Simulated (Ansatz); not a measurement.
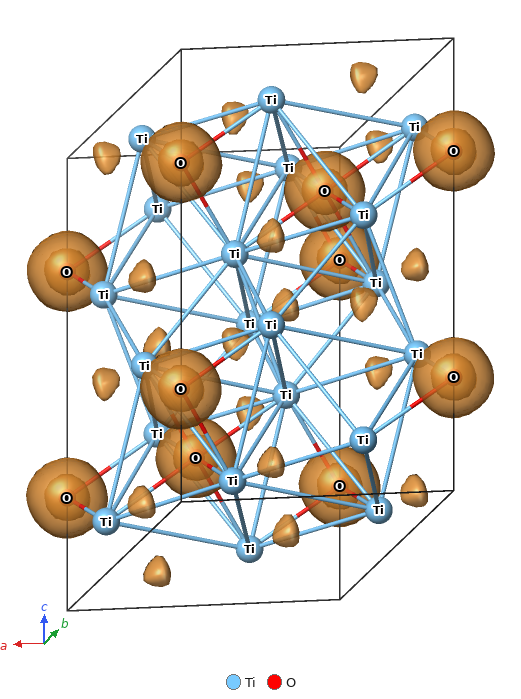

Figure 1: Ti₃O. Isosurface of the electron localisation function at 0.75 (orange), seen at an oblique angle. Core shells and regions of very low density are left out. Sticks mark near contacts.

Space group P-31c; computed without spin polarisation.

Method: DFT PBEsol, scalar-relativistic, plane waves, PAW (Ansatz 0.2.0).

In a PAW calculation such maps are meaningful between the atoms, not at the nuclei.

Input file:

```
crystal:
  lattice:
    - [5.0995733979, 0.0, 0.0]
    - [-2.5497866989, 4.416360111, 0.0]
    - [0.0, 0.0, 9.3728436911]
  atoms:
    - { symbol: Ti, position: [0.3338528106, 1.0059496155, 0.1184839329] }
    - { symbol: Ti, position: [-0.0059496155, 0.327903195, 0.1184839329] }
    - { symbol: Ti, position: [0.672096805, 0.6661471894, 0.1184839329] }
    - { symbol: Ti, position: [-0.0059496155, 0.6661471894, 0.3815160671] }
    - { symbol: Ti, position: [0.672096805, 1.0059496155, 0.3815160671] }
    - { symbol: Ti, position: [0.3338528106, 0.327903195, 0.3815160671] }
    - { symbol: Ti, position: [0.6661471894, -0.0059496155, 0.8815160671] }
    - { symbol: Ti, position: [1.0059496155, 0.672096805, 0.8815160671] }
    - { symbol: Ti, position: [0.327903195, 0.3338528106, 0.8815160671] }
    - { symbol: Ti, position: [1.0059496155, 0.3338528106, 0.6184839329] }
    - { symbol: Ti, position: [0.327903195, -0.0059496155, 0.6184839329] }
    - { symbol: Ti, position: [0.6661471894, 0.672096805, 0.6184839329] }
    - { symbol: O, position: [0.6666666667, 0.3333333333, 0.25] }
    - { symbol: O, position: [0.3333333333, 0.6666666667, 0.75] }
    - { symbol: O, position: [0.0, 0.0, 0.25] }
    - { symbol: O, position: [0.0, 0.0, 0.75] }
basis:
  ecutwfc: 420
kpoints:
  mp_grid: { grid: [9, 9, 4] }
  band_path:
    path:
      - [[0.0, 0.0, 0.0], [0.5, 0.0, 0.0], [0.33333333, 0.33333333, 0.0], [0.0, 0.0, 0.0], [0.0, 0.0, 0.5], [0.5, 0.0, 0.5], [0.33333333, 0.33333333, 0.5], [0.0, 0.0, 0.5]]
      - [[0.5, 0.0, 0.5], [0.5, 0.0, 0.0]]
      - [[0.33333333, 0.33333333, 0.5], [0.33333333, 0.33333333, 0.0], [0.33333333, 0.33333333, -0.5]]
    npoints: 10
hamiltonian:
  xc: pbesol
scf:
  occupations: { method: gaussian, width: 0.1 }
  n_extra_bands: 40
output:
  forces: true
  stress: true
  eigenvalues: true
  populations: true
  dos: { projected: true, de: 0.02, nscf_kmesh: { grid: [14, 14, 6] } }
  bader: false
  write_density: true
  write_potential: true
  elf: true
  volumetric_format: npy
```

Launched as:

```sh
ansatz run input.yaml --threads 4 --pin off --max-ram 10240MiB --backend cpu --events-out ev --progress --plain --runs-dir out
```

Below, planes, directions and counts refer to the conventional cell (a = 5.10 Å, b = 5.10 Å, c = 9.37 Å, α = 90.00°, β = 90.00°, γ = 120.00°).

Q: Where are the electrons localised?

A: The ELF exceeds this value in four regions wrapped around O (the valence shell of each) and twelve pockets between the atoms, centred on no nucleus (multi-centre or interstitial), counted in one cell of 16 atoms. Regions shared between cells count once. Profiles from the grid: Ti–O (2.09 Å): the ELF peaks at about 0.80 in the valence shell of O, 0.6 Å from its nucleus, and is about 0.10 at the midpoint (no shared electron pair shows on this line). Ti–Ti (2.79 Å): the ELF is about 0.25 at the midpoint; no shared electron pair shows on this line.
